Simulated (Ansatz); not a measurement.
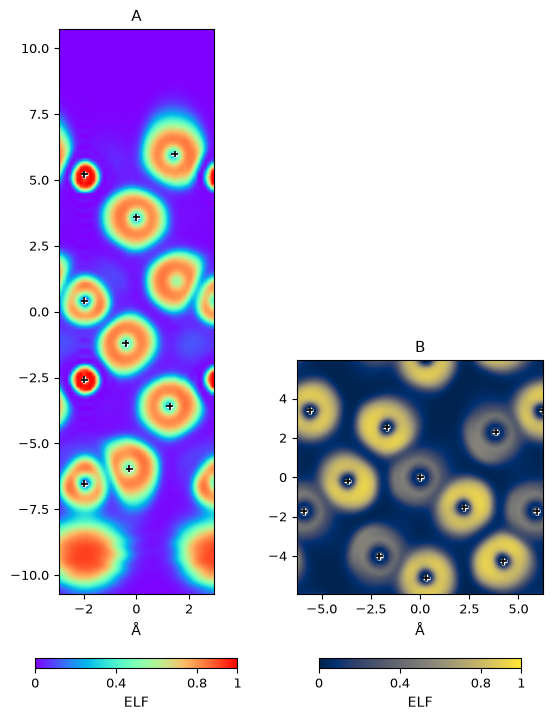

The ELF of 2 systems, each on a plane through atoms (crosses mark nuclei in the plane).

Computed with Ansatz, DFT PBE, scalar-relativistic, plane waves, PAW.

System 1: LiNbO$_{3}$ (slab), the (100) plane of the calculation cell, a cut from vacuum to vacuum. 

```cif
data_structure
_symmetry_space_group_name_H-M 'P 1'
_symmetry_Int_Tables_number 1
_cell_length_a 5.1895
_cell_length_b 5.1895
_cell_length_c 28.1344
_cell_angle_alpha 90.000
_cell_angle_beta 90.000
_cell_angle_gamma 120.000
_cell_volume 656.17
loop_
_atom_site_label
_atom_site_type_symbol
_atom_site_fract_x
_atom_site_fract_y
_atom_site_fract_z
_atom_site_occupancy
Nb1 Nb 0.33333 0.66667 0.27650 1
Li1 Li 0.00000 0.00000 0.33142 1
O1 O 0.65080 0.63929 0.29673 1
O2 O 0.98849 0.34920 0.29673 1
O3 O 0.36071 0.01151 0.29673 1
Nb2 Nb 0.66667 0.33333 0.35306 1
Li2 Li 0.33333 0.66667 0.41672 1
O4 O 0.32480 0.28996 0.38083 1
O5 O 0.71004 0.03484 0.38083 1
O6 O 0.96516 0.67520 0.38083 1
Nb3 Nb 0.00000 0.00000 0.43841 1
Li3 Li 0.66667 0.33333 0.50077 1
O7 O 0.29797 0.95421 0.46564 1
O8 O 0.65625 0.70203 0.46564 1
O9 O 0.04579 0.34375 0.46564 1
Nb4 Nb 0.33333 0.66667 0.52347 1
Li4 Li 0.00000 0.00000 0.58556 1
O10 O 0.98926 0.62172 0.55034 1
O11 O 0.37828 0.36754 0.55034 1
O12 O 0.63246 0.01074 0.55034 1
Nb5 Nb 0.66667 0.33333 0.60788 1
Li5 Li 0.33333 0.66667 0.69389 1
O13 O 0.95763 0.27951 0.63565 1
O14 O 0.32188 0.04237 0.63565 1
O15 O 0.72049 0.67812 0.63565 1
Nb6 Nb 0.00000 0.00000 0.69188 1
Li6 Li 0.66667 0.33333 0.74041 1
O16 O 0.67988 0.99517 0.72122 1
O17 O 0.00483 0.68472 0.72122 1
O18 O 0.31528 0.32012 0.72122 1
```

System 2: Bi$_{2}$S$_{3}$, the (010) plane of the conventional cell. Space group Pnma.

```cif
data_structure
_symmetry_space_group_name_H-M 'P 1'
_symmetry_Int_Tables_number 1
_cell_length_a 11.8383
_cell_length_b 4.0192
_cell_length_c 11.1904
_cell_angle_alpha 90.000
_cell_angle_beta 90.000
_cell_angle_gamma 90.000
_cell_volume 532.44
loop_
_atom_site_label
_atom_site_type_symbol
_atom_site_fract_x
_atom_site_fract_y
_atom_site_fract_z
_atom_site_occupancy
Bi1 Bi 0.47906 0.25000 0.32692 1
Bi2 Bi 0.02094 0.75000 0.82692 1
Bi3 Bi 0.97906 0.25000 0.17308 1
Bi4 Bi 0.52094 0.75000 0.67308 1
Bi5 Bi 0.34567 0.75000 0.03235 1
Bi6 Bi 0.15433 0.25000 0.53235 1
Bi7 Bi 0.84567 0.75000 0.46765 1
Bi8 Bi 0.65433 0.25000 0.96765 1
S1 S 0.29000 0.25000 0.19024 1
S2 S 0.21000 0.75000 0.69024 1
S3 S 0.79000 0.25000 0.30976 1
S4 S 0.71000 0.75000 0.80976 1
S5 S 0.54680 0.75000 0.12990 1
S6 S 0.95320 0.25000 0.62990 1
S7 S 0.04680 0.75000 0.37010 1
S8 S 0.45320 0.25000 0.87010 1
S9 S 0.37763 0.75000 0.44605 1
S10 S 0.12237 0.25000 0.94605 1
S11 S 0.87763 0.75000 0.05395 1
S12 S 0.62237 0.25000 0.55395 1
```

> Which map belongs to which system?

Panel A is system 1, LiNbO$_{3}$: the plane holds Nb, O and Li. Nb–O (1.81 Å): the ELF peaks at about 0.80 in the valence shell of O, 0.5 Å from its nucleus, and drops to about 0.35 between the two atoms. Panel B is system 2, Bi$_{2}$S$_{3}$: the plane holds Bi and S. Bi–S (2.62 Å): the ELF peaks at about 0.85 in the valence shell of S, 0.9 Å from its nucleus, and is about 0.50 at the midpoint.
